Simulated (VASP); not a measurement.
## MgO: the band gap up a ladder of functionals

How far up the ladder of functionals must one climb to get the gap of MgO right? The levels: LDA, PBEsol, PBE, r2SCAN, TB-mBJ, LAK, HSE06, PBE0, B3LYP, r2SCANh and PBE-EpsX. LASPH is on for some levels and off for others; the table marks which. The start is a cell from a database of measured crystal structures.

Method: LDA; plane waves and PAW (Mg, O), in the first sound run; inputs show where later runs differ, in VASP 6.6.1.

The experiments to compare with:

For MgO, rocksalt (bulk crystal), “Electronic structure of alkaline earth and post-transition metal oxides” (2009, arxiv:0908.1581) quotes earlier work: band gap (literature experimental gap) 7.83 eV [Literature value based on experiment; other listed experimental values range from 7.7 to …].

This is a report of a sequence of runs, with most program output left out.

## 1. The structure

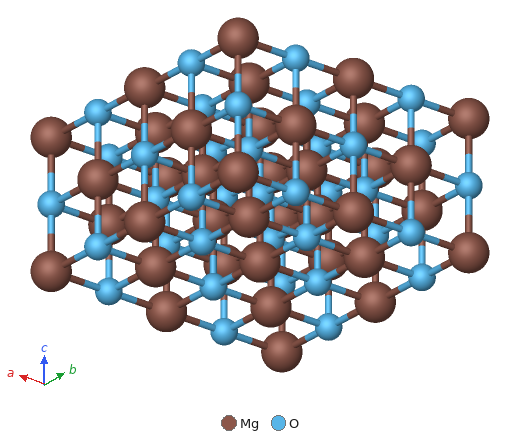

The cell as given, from a free direction (magnesium brown, oxygen blue). 2×2×1 cells are drawn. This picture shows the conventional cell, with its axes. Some periodic images of atoms are drawn too.

## 2. Bands with LDA

Levels along the symmetry lines show where the bands peak and cross; KPOINTS_OPT computes them in the converged potential. LDA, the lowest rung, knows the local density alone.

INCAR reads:

```
SYSTEM = MgO
PREC = Accurate
ENCUT = 520
EDIFF = 1E-06
NELM = 100
ISMEAR = 0
SIGMA = 0.02
LREAL = .FALSE.
ALGO = Normal
GGA = CA
NBANDS = 16
LORBIT = 11
LWAVE = .FALSE.
LCHARG = .FALSE.
KPAR = 4
```

POSCAR reads:

```
MgO
1.0
    0.0000000000      2.1060700000      2.1060700000
    2.1060700000      0.0000000000      2.1060700000
    2.1060700000      2.1060700000      0.0000000000
Mg O
1 1
Direct
    0.0000000000      0.0000000000      0.0000000000
    0.5000000000      0.5000000000      0.5000000000
```

KPOINTS reads:

```
Automatic mesh
0
Gamma
6 6 6
0 0 0
```

KPOINTS_OPT reads:

```
Line mode
16
Line-mode
Reciprocal
  0.00000000   0.00000000   0.00000000 GAMMA
  0.50000000   0.00000000   0.50000000 X

  0.50000000   0.00000000   0.50000000 X
  0.50000000   0.25000000   0.75000000 W

  0.50000000   0.25000000   0.75000000 W
  0.37500000   0.37500000   0.75000000 K

  0.37500000   0.37500000   0.75000000 K
  0.00000000   0.00000000   0.00000000 GAMMA

  0.00000000   0.00000000   0.00000000 GAMMA
  0.50000000   0.50000000   0.50000000 L

  0.50000000   0.50000000   0.50000000 L
  0.62500000   0.25000000   0.62500000 U

  0.62500000   0.25000000   0.62500000 U
  0.50000000   0.25000000   0.75000000 W

  0.50000000   0.25000000   0.75000000 W
  0.50000000   0.50000000   0.50000000 L

  0.50000000   0.50000000   0.50000000 L
  0.37500000   0.37500000   0.75000000 K

  0.62500000   0.25000000   0.62500000 U
  0.50000000   0.00000000   0.50000000 X
```

PAW data sets: Mg and O (PBE family, release 64).

Run with:

```console
mpirun -np 4 vasp_std
```

The job ended after 10 s (4 MPI ranks of AMD EPYC 7R43, shared host; peak memory 0.39 GiB; 37 s of CPU time).

The PAW data sets were made with PBE, though LDA sets exist; this is a small mismatch. At this level the cell is under a tension of 5.9 GPa, so at these settings it is away from equilibrium.

This step gave:

```yaml
scf_cycles: 12
electrons: 8
bands: 16
irreducible_k_points: 16
symmetry_operations: 48
free_energy_toten: -13.31 eV
fermi_energy: 3.014 eV
pressure: -5.899 GPa
metallic: no
least_gap_on_mesh_and_path: 4.676 eV
least_direct_gap_on_mesh_and_path: 4.676 eV
valence_top_at_k: 0, 0, 0
conduction_bottom_at_k: 0, 0, 0
least_direct_gap_at_k: 0, 0, 0
```

The electronic bands at the labelled points (eV, zero at the valence-band top; v1 is the highest filled band, c1 the lowest empty one):

```
    point     v3     v2     v1     c1     c2
        Γ   0.00   0.00   0.00   4.68  15.53
        X  -4.15  -1.37  -1.37   8.89   9.74
        W  -3.01  -3.01  -1.81  11.45  11.45
        K  -3.55  -2.76  -1.16   9.89  11.54
        Γ   0.00   0.00   0.00   4.68  15.53
        L  -4.70  -0.67  -0.67   7.75  12.41
        U  -3.55  -2.76  -1.16   9.89  11.54
        W  -3.01  -3.01  -1.81  11.45  11.45
        L  -4.70  -0.67  -0.67   7.75  12.41
        K  -3.55  -2.76  -1.16   9.89  11.54
jump to U  -3.55  -2.76  -1.16   9.89  11.54
        X  -4.15  -1.37  -1.37   8.89   9.74
```

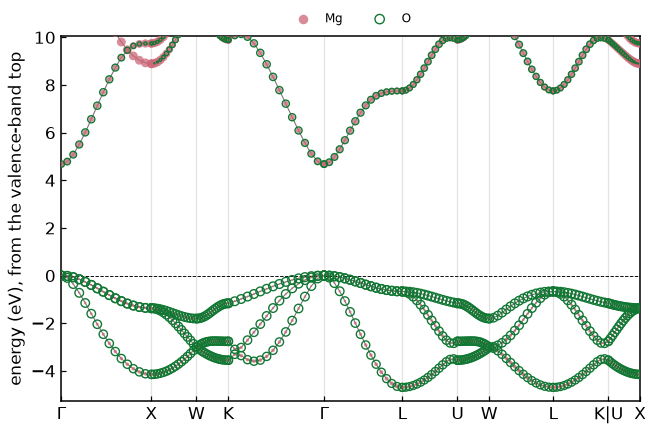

Electronic bands along the path; dots are coloured as in the legend, and their area grows with the weight.

The gap is 4.68 eV, direct at Γ. The gap lies -3.15 eV from the measured 7.83 eV.

## 3. Bands with PBEsol

This step: PBEsol; plane waves and PAW (Mg, O) (VASP 6.6.1).

PBEsol restores the gradient expansion of exchange and is tuned for the cells of solids.

INCAR, as its differences from that of step 2:

```diff
@@ -9,3 +9,3 @@
 ALGO = Normal
-GGA = CA
+GGA = PS
 NBANDS = 16
```

POSCAR is that of step 2.

KPOINTS is that of step 2.

KPOINTS_OPT is that of step 2.

Run with:

```console
mpirun -np 4 vasp_std
```

Run time: 10 s. Hardware: 4 MPI ranks; peak memory 0.42 GiB.

The PAW data sets were made with PBE, which is usual practice but a small mismatch for other functionals.

Numbers from this step:

```
free energy (TOTEN)               : -12.51 eV
Fermi energy                      : 3.309 eV
pressure                          : -0.2864 GPa
least gap on mesh and path        : 4.633 eV
least direct gap on mesh and path : 4.633 eV
```

Electronic bands along the path, in eV, zero at the valence-band top; v1 is the highest filled band, c1 the lowest empty one:

```
    point     v3     v2     v1     c1     c2
        Γ   0.00   0.00   0.00   4.63  15.63
        X  -4.15  -1.37  -1.37   8.92   9.88
        W  -3.00  -3.00  -1.79  11.50  11.50
        K  -3.55  -2.75  -1.16   9.93  11.68
        Γ   0.00   0.00   0.00   4.63  15.63
        L  -4.68  -0.66  -0.66   7.74  12.50
        U  -3.55  -2.75  -1.16   9.93  11.68
        W  -3.00  -3.00  -1.79  11.50  11.50
        L  -4.68  -0.66  -0.66   7.74  12.50
        K  -3.55  -2.75  -1.16   9.93  11.68
jump to U  -3.55  -2.75  -1.16   9.93  11.68
        X  -4.15  -1.37  -1.37   8.92   9.88
```

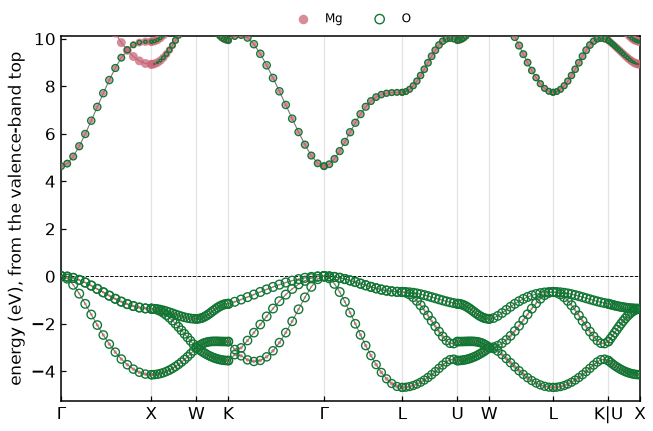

Electronic bands along the path; dots are coloured as in the legend, and their area grows with the weight.

The gap is 4.63 eV, direct at Γ. Against LDA that is -0.04 eV; the cost is about the same. The gap lies -3.20 eV from the measured 7.83 eV.

## 4. Bands with PBE

This step: PBE; plane waves and PAW (Mg, O) (VASP 6.6.1).

PBE, the usual starting point, adds the gradient of the density.

INCAR, as its differences from that of step 3:

```diff
@@ -9,3 +9,3 @@
 ALGO = Normal
-GGA = PS
+GGA = PE
 NBANDS = 16
```

POSCAR is that of step 3.

KPOINTS is that of step 3.

KPOINTS_OPT is that of step 3.

Run with:

```console
mpirun -np 4 vasp_std
```

The job ended after 10 s (4 MPI ranks; peak memory 0.42 GiB; 39 s of CPU time).

At this level the cell is under a pressure of 3.9 GPa, so at these settings it is away from equilibrium.

Electronic bands along the path, in eV, zero at the valence-band top; v1 is the highest filled band, c1 the lowest empty one:

```
    point     v3     v2     v1     c1     c2
        Γ   0.00   0.00   0.00   4.73  15.80
        X  -4.08  -1.35  -1.35   9.12   9.97
        W  -2.96  -2.96  -1.77  11.65  11.65
        K  -3.49  -2.71  -1.14  10.09  11.77
        Γ   0.00   0.00   0.00   4.73  15.80
        L  -4.62  -0.65  -0.65   7.90  12.61
        U  -3.49  -2.71  -1.14  10.09  11.77
        W  -2.96  -2.96  -1.77  11.65  11.65
        L  -4.62  -0.65  -0.65   7.90  12.61
        K  -3.49  -2.71  -1.14  10.09  11.77
jump to U  -3.49  -2.71  -1.14  10.09  11.77
        X  -4.08  -1.35  -1.35   9.12   9.97
```

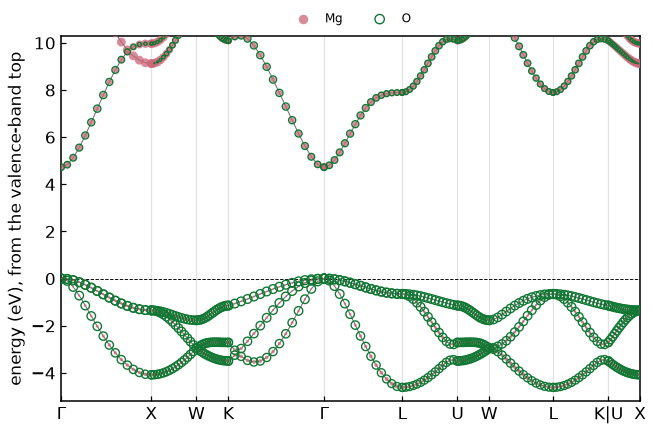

Electronic bands along the path; dots are coloured as in the legend, and their area grows with the weight.

The gap is 4.73 eV, direct at Γ. Against LDA that is +0.05 eV; the cost is about the same. The gap lies -3.10 eV from the measured 7.83 eV.

## 5. Bands with r2SCAN

This step: r2SCAN; plane waves and PAW (Mg, O) (VASP 6.6.1).

r2SCAN adds the kinetic-energy density, costs more than a GGA and is run with LASPH.

INCAR, as its differences from that of step 4:

```diff
@@ -9,3 +9,4 @@
 ALGO = Normal
-GGA = PE
+METAGGA = R2SCAN
+LASPH = .TRUE.
 NBANDS = 16
```

POSCAR is that of step 4.

KPOINTS is that of step 4.

KPOINTS_OPT is that of step 4.

Run with:

```console
mpirun -np 4 vasp_std
```

It took 44 s on 4 MPI ranks; peak memory 0.42 GiB; 2.9 min of CPU time.

At this level the cell is under a tension of 2.1 GPa, so at these settings it is away from equilibrium.

The electronic bands at the labelled points (eV, zero at the valence-band top; v1 is the highest filled band, c1 the lowest empty one):

```
    point     v3     v2     v1     c1     c2
        Γ   0.00   0.00   0.00   5.60  16.83
        X  -4.10  -1.37  -1.37  10.03  11.06
        W  -2.97  -2.97  -1.78  12.69  12.69
        K  -3.51  -2.71  -1.17  11.05  12.92
        Γ   0.00   0.00   0.00   5.60  16.83
        L  -4.61  -0.67  -0.67   8.80  13.81
        U  -3.51  -2.71  -1.17  11.05  12.92
        W  -2.97  -2.97  -1.78  12.69  12.69
        L  -4.61  -0.67  -0.67   8.80  13.81
        K  -3.51  -2.71  -1.17  11.05  12.92
jump to U  -3.51  -2.71  -1.17  11.05  12.92
        X  -4.10  -1.37  -1.37  10.03  11.06
```

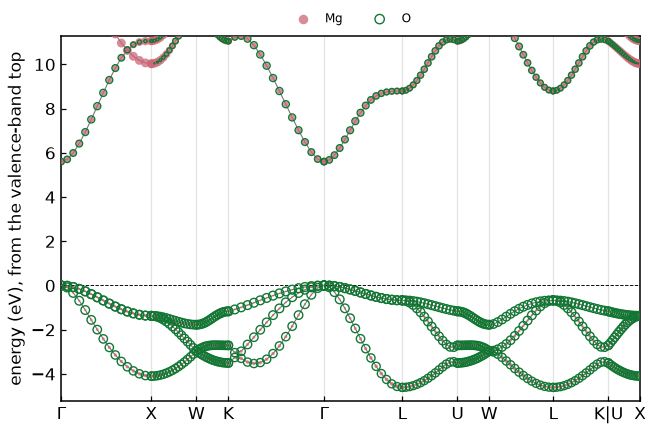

Electronic bands along the path; dots are coloured as in the legend, and their area grows with the weight.

The gap is 5.60 eV, direct at Γ. Against LDA that is +0.93 eV; this run took 4.4 times the core time. The gap lies -2.23 eV from the measured 7.83 eV.

## 6. Bands with TB-mBJ

This step: TB-mBJ; plane waves and PAW (Mg, O) (VASP 6.6.1).

TB-mBJ is a local potential fitted to gaps: it costs far less than a hybrid but gives no energy.

INCAR, as its differences from that of step 5:

```diff
@@ -4,3 +4,3 @@
 EDIFF = 1E-06
-NELM = 100
+NELM = 150
 ISMEAR = 0
@@ -9,3 +9,3 @@
 ALGO = Normal
-METAGGA = R2SCAN
+METAGGA = MBJ
 LASPH = .TRUE.
```

POSCAR is that of step 5.

KPOINTS is that of step 5.

KPOINTS_OPT is that of step 5.

Run with:

```console
mpirun -np 4 vasp_std
```

Run time: 31 s. Hardware: 4 MPI ranks; peak memory 0.45 GiB.

This functional is a potential without an energy, so its energies, forces and stress mean nothing and are not read.

The electronic bands at the labelled points (eV, zero at the valence-band top; v1 is the highest filled band, c1 the lowest empty one):

```
    point     v3     v2     v1     c1     c2
        Γ   0.00   0.00   0.00   6.77  17.88
        X  -3.51  -1.19  -1.19  11.49  12.26
        W  -2.51  -2.51  -1.52  13.93  13.93
        K  -2.98  -2.30  -1.01  12.37  14.05
        Γ   0.00   0.00   0.00   6.77  17.88
        L  -3.95  -0.59  -0.59  10.11  14.99
        U  -2.98  -2.30  -1.01  12.37  14.05
        W  -2.51  -2.51  -1.52  13.93  13.93
        L  -3.95  -0.59  -0.59  10.11  14.99
        K  -2.98  -2.30  -1.01  12.37  14.05
jump to U  -2.98  -2.30  -1.01  12.37  14.05
        X  -3.51  -1.19  -1.19  11.49  12.26
```

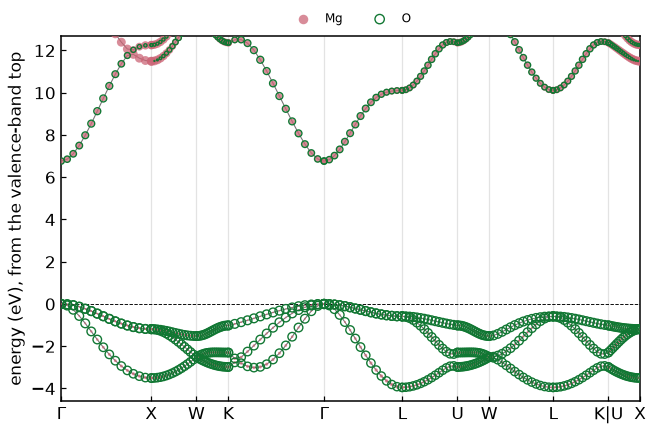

Electronic bands along the path; dots are coloured as in the legend, and their area grows with the weight.

The gap is 6.77 eV, direct at Γ. Against LDA that is +2.09 eV; this run took 3.1 times the core time. The gap lies -1.06 eV from the measured 7.83 eV.

## 7. Bands with LAK

This step: LAK; plane waves and PAW (Mg, O) (VASP 6.6.1).

LAK is a meta-GGA built to open gaps without exact exchange.

INCAR, as its differences from that of step 6:

```diff
@@ -4,3 +4,3 @@
 EDIFF = 1E-06
-NELM = 150
+NELM = 100
 ISMEAR = 0
@@ -9,3 +9,3 @@
 ALGO = Normal
-METAGGA = MBJ
+METAGGA = LAK
 LASPH = .TRUE.
```

POSCAR is that of step 6.

KPOINTS is that of step 6.

KPOINTS_OPT is that of step 6.

Run with:

```console
mpirun -np 4 vasp_std
```

Run time: 57 s. Hardware: 4 MPI ranks; peak memory 0.45 GiB.

Electronic bands along the path, in eV, zero at the valence-band top; v1 is the highest filled band, c1 the lowest empty one:

```
    point     v3     v2     v1     c1     c2
        Γ   0.00   0.00   0.00   5.88  17.17
        X  -4.00  -1.35  -1.35  10.38  11.29
        W  -2.89  -2.89  -1.75  13.06  13.06
        K  -3.42  -2.66  -1.15  11.39  13.18
        Γ   0.00   0.00   0.00   5.88  17.17
        L  -4.53  -0.67  -0.67   9.16  14.18
        U  -3.42  -2.66  -1.15  11.39  13.18
        W  -2.89  -2.89  -1.75  13.06  13.06
        L  -4.53  -0.67  -0.67   9.16  14.18
        K  -3.42  -2.66  -1.15  11.39  13.18
jump to U  -3.42  -2.66  -1.15  11.39  13.18
        X  -4.00  -1.35  -1.35  10.38  11.29
```

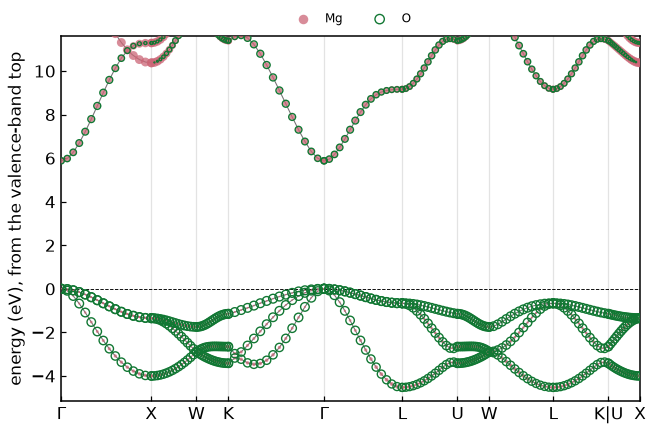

Electronic bands along the path; dots are coloured as in the legend, and their area grows with the weight.

The gap is 5.88 eV, direct at Γ. Against LDA that is +1.20 eV; this run took 5.7 times the core time. The gap lies -1.95 eV from the measured 7.83 eV.

## 8. Starting orbitals for the hybrid

This step: PBE; plane waves and PAW (Mg, O) (VASP 6.6.1).

A hybrid converges badly from random orbitals, so a cheap semilocal run writes a WAVECAR on the same mesh first.

INCAR reads:

```
SYSTEM = MgO
PREC = Accurate
ENCUT = 520
EDIFF = 1E-05
NELM = 100
ISMEAR = 0
SIGMA = 0.02
LREAL = .FALSE.
ALGO = Normal
GGA = PE
NBANDS = 10
LORBIT = 11
LWAVE = .TRUE.
LCHARG = .FALSE.
KPAR = 4
```

POSCAR is that of step 7.

KPOINTS is that of step 7.

Run with:

```console
mpirun -np 4 vasp_std
```

The job ended after 3.4 s (4 MPI ranks; peak memory 0.41 GiB; 11 s of CPU time).

The gap is read on the k-mesh alone, so it is an upper bound where the band edges lie off the mesh.

A gap read on the k-mesh alone can miss the band edges.

This step gave:

| Item | Value |
| --- | --- |
| SCF cycles | 11 |
| bands | 10 |
| free energy (TOTEN) | -11.91 eV |
| Fermi energy | 3.405 eV |
| pressure | 3.900 GPa |
| gap on the k-mesh | 4.725 eV |
| least direct gap on the k-mesh | 4.725 eV |

## 9. Bands with HSE06

This step: HSE06; plane waves and PAW (Mg, O) (VASP 6.6.1).

HSE06 mixes in a quarter of exact exchange at short range, at far higher cost; in semiconductors this cures much of the gap error, while metals seldom gain.

INCAR reads:

```
SYSTEM = MgO
PREC = Accurate
ENCUT = 520
EDIFF = 1E-06
NELM = 100
ISMEAR = 0
SIGMA = 0.02
LREAL = .FALSE.
ALGO = Normal
LHFCALC = .TRUE.
AEXX = 0.25
GGA = PE
HFSCREEN = 0.2
LASPH = .TRUE.
NBANDS = 10
PRECFOCK = Fast
LORBIT = 11
LWAVE = .FALSE.
LCHARG = .FALSE.
KPAR = 4
```

POSCAR is that of step 8.

KPOINTS is that of step 8.

KPOINTS_OPT, as its differences from that of step 7:

```diff
@@ -1,3 +1,3 @@
 Line mode
-16
+6
 Line-mode
```

The WAVECAR or CHGCAR of an earlier step is read.

Run with:

```console
mpirun -np 4 vasp_std
```

The job ended after 4.1 min (4 MPI ranks; peak memory 0.84 GiB).

The electronic bands at the labelled points (eV, zero at the valence-band top; v1 is the highest filled band, c1 the lowest empty one):

```
    point     v3     v2     v1     c1     c2
        Γ   0.00   0.00   0.00   6.46  17.78
        X  -4.39  -1.47  -1.47  10.87  11.87
        W  -3.17  -3.17  -1.90  13.68  13.68
        K  -3.75  -2.90  -1.25  11.95  13.81
        Γ   0.00   0.00   0.00   6.46  17.78
        L  -4.93  -0.71  -0.71   9.69  14.89
        U  -3.75  -2.90  -1.25  11.95  13.81
        W  -3.17  -3.17  -1.90  13.68  13.68
        L  -4.93  -0.71  -0.71   9.69  14.89
        K  -3.75  -2.90  -1.25  11.95  13.81
jump to U  -3.75  -2.90  -1.25  11.95  13.81
        X  -4.39  -1.47  -1.47  10.87  11.87
```

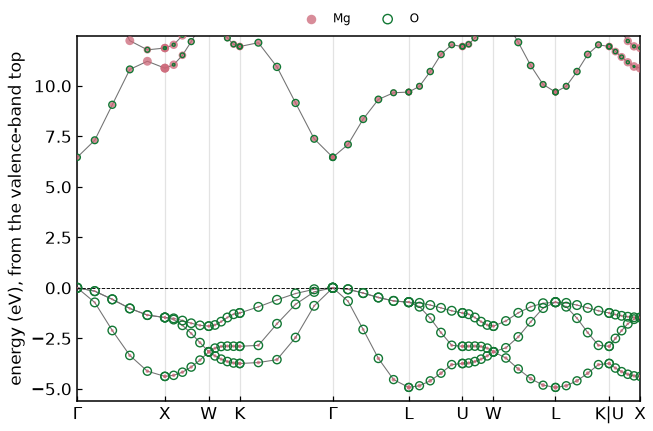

Electronic bands along the path; dots are coloured as in the legend, and their area grows with the weight.

The gap is 6.46 eV, direct at Γ. Against LDA that is +1.78 eV; this run took 24 times the core time, on fewer points of the path. The gap lies -1.37 eV from the measured 7.83 eV.

## 10. Bands with PBE0

This step: PBE0; plane waves and PAW (Mg, O) (VASP 6.6.1).

PBE0 keeps a quarter of exact exchange at all ranges; it tends to overshoot small gaps.

INCAR, as its differences from that of step 9:

```diff
@@ -12,3 +12,2 @@
 GGA = PE
-HFSCREEN = 0.2
 LASPH = .TRUE.
@@ -16,2 +15,3 @@
 PRECFOCK = Fast
+HFRCUT = -1
 LORBIT = 11
```

POSCAR is that of step 9.

KPOINTS is that of step 9.

KPOINTS_OPT is that of step 9.

Run with:

```console
mpirun -np 4 vasp_std
```

Run time: 3.8 min. Hardware: 4 MPI ranks; peak memory 0.49 GiB.

The electronic bands at the labelled points (eV, zero at the valence-band top; v1 is the highest filled band, c1 the lowest empty one):

```
    point     v3     v2     v1     c1     c2
        Γ   0.00   0.00   0.00   7.18  18.53
        X  -4.41  -1.48  -1.48  11.61  12.62
        W  -3.19  -3.19  -1.91  14.43  14.43
        K  -3.77  -2.92  -1.26  12.69  14.57
        Γ   0.00   0.00   0.00   7.18  18.53
        L  -4.96  -0.72  -0.72  10.42  15.64
        U  -3.77  -2.92  -1.26  12.69  14.57
        W  -3.19  -3.19  -1.91  14.43  14.43
        L  -4.96  -0.72  -0.72  10.42  15.64
        K  -3.77  -2.92  -1.26  12.69  14.57
jump to U  -3.77  -2.92  -1.26  12.69  14.57
        X  -4.41  -1.48  -1.48  11.61  12.62
```

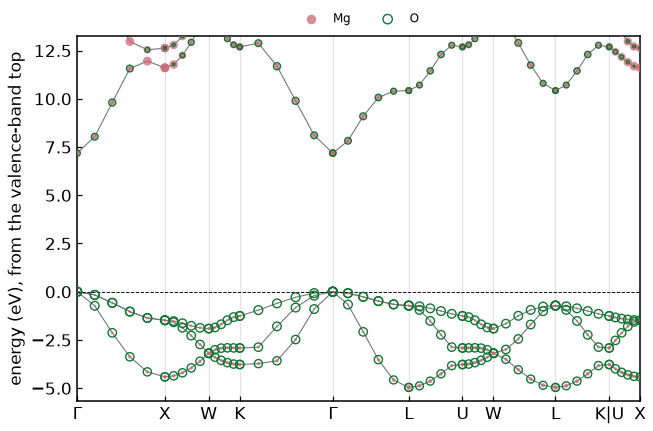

Electronic bands along the path; dots are coloured as in the legend, and their area grows with the weight.

The gap is 7.18 eV, direct at Γ. Against LDA that is +2.51 eV; this run took 23 times the core time, on fewer points of the path. The gap lies -0.65 eV from the measured 7.83 eV.

## 11. Bands with B3LYP

This step: B3LYP; plane waves and PAW (Mg, O) (VASP 6.6.1).

B3LYP, with a fifth of exact exchange, was fitted to molecules.

INCAR, as its differences from that of step 10:

```diff
@@ -10,4 +10,7 @@
 LHFCALC = .TRUE.
-AEXX = 0.25
-GGA = PE
+AEXX = 0.2
+GGA = B3
+AGGAX = 0.72
+AGGAC = 0.81
+ALDAC = 0.19
 LASPH = .TRUE.
```

POSCAR is that of step 10.

KPOINTS is that of step 10.

KPOINTS_OPT is that of step 10.

Run with:

```console
mpirun -np 4 vasp_std
```

Wall time 3.6 min (4 MPI ranks); peak memory 0.46 GiB.

Electronic bands along the path, in eV, zero at the valence-band top; v1 is the highest filled band, c1 the lowest empty one:

```
    point     v3     v2     v1     c1     c2
        Γ   0.00   0.00   0.00   6.97  18.16
        X  -4.24  -1.43  -1.43  11.47  12.16
        W  -3.07  -3.07  -1.86  14.16  14.16
        K  -3.63  -2.82  -1.22  12.46  14.09
        Γ   0.00   0.00   0.00   6.97  18.16
        L  -4.80  -0.70  -0.70  10.25  15.21
        U  -3.63  -2.82  -1.22  12.46  14.09
        W  -3.07  -3.07  -1.86  14.16  14.16
        L  -4.80  -0.70  -0.70  10.25  15.21
        K  -3.63  -2.82  -1.22  12.46  14.09
jump to U  -3.63  -2.82  -1.22  12.46  14.09
        X  -4.24  -1.43  -1.43  11.47  12.16
```

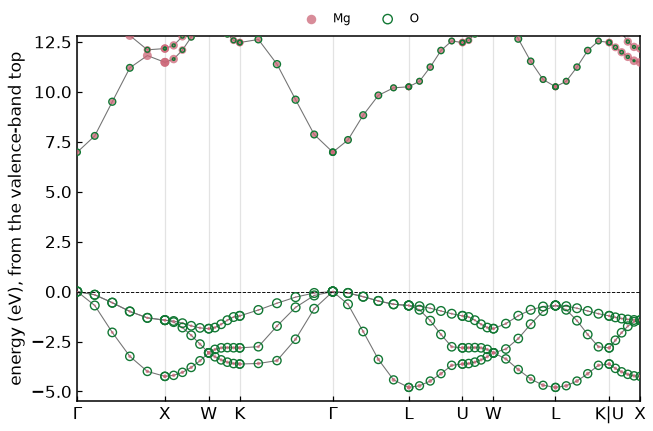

Electronic bands along the path; dots are coloured as in the legend, and their area grows with the weight.

The gap is 6.97 eV, direct at Γ. Against LDA that is +2.30 eV; this run took 22 times the core time, on fewer points of the path. The gap lies -0.86 eV from the measured 7.83 eV.

(Part 1 of 2 ends here.)

[Lines on the potential files, build, host, timing and source positions are cut from VASP's logs without a mark.]

[Logs are printed without paths, hosts, clocks, repeated set-up lines and the standing remarks that a program may print on its own settings, such as how far it seeks lower states.]

[Hosts, paths, dates, database ids (printed as entryN), source tags and the programs' standing remarks are cut or masked in the printed files.]

[A measured line is paired with the nearest computed mode of its activity, which favours agreement.]
